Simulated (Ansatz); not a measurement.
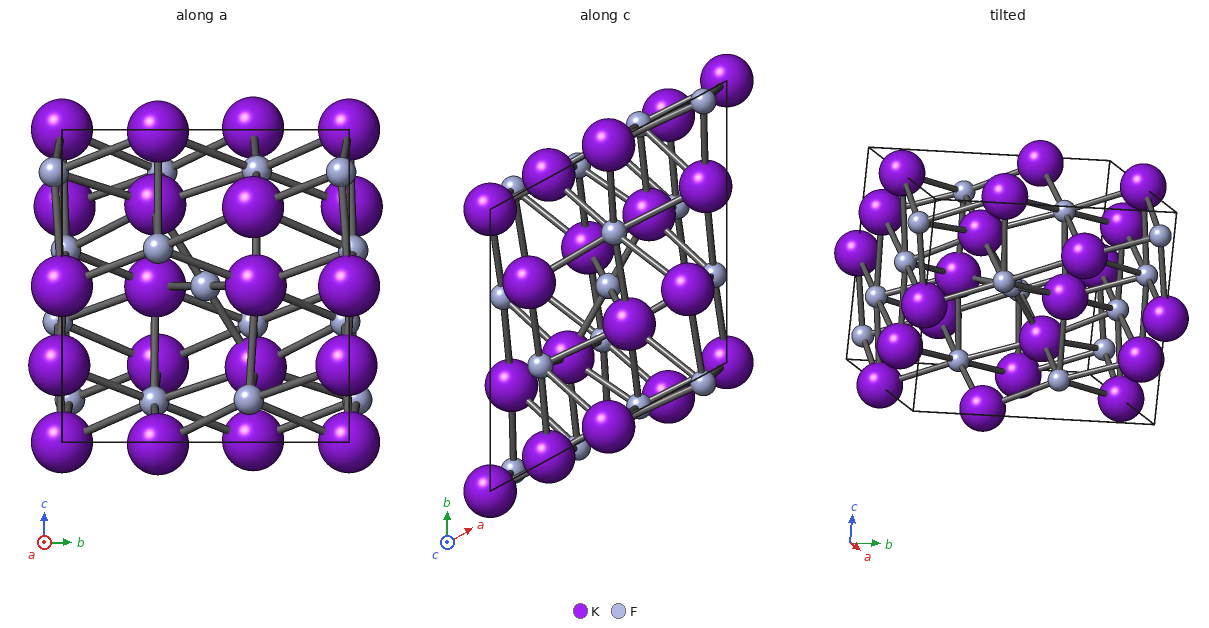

Crystal structure, ball-and-stick style, seen along the a axis, along the c axis and slightly off an axis. One conventional unit cell is framed, with atoms on its boundary repeated. Cell: a = 7.983 Å, b = 7.983 Å, c = 7.983 Å, α = 80.41°, β = 70.53°, γ = 60.00°.

Give a description of the structure.

- The structure is one of K₁₂F₁₁.
- Its lattice is primitive triclinic, its space group P-1 (No. 2).
- Counting shared atoms by their share gives 12 K, 11 F, or 23 atoms.
- With all contacts inside bonding distance counted, the coordination numbers are K 6 to 8 (mean 7.0) and F 4 to 8 (mean 7.6).
- The bonds build a three-dimensional framework.

The starting point was a structure listed in the Materials Project. The cell was then strained or its atoms displaced on purpose. It went into a calculation with Ansatz.
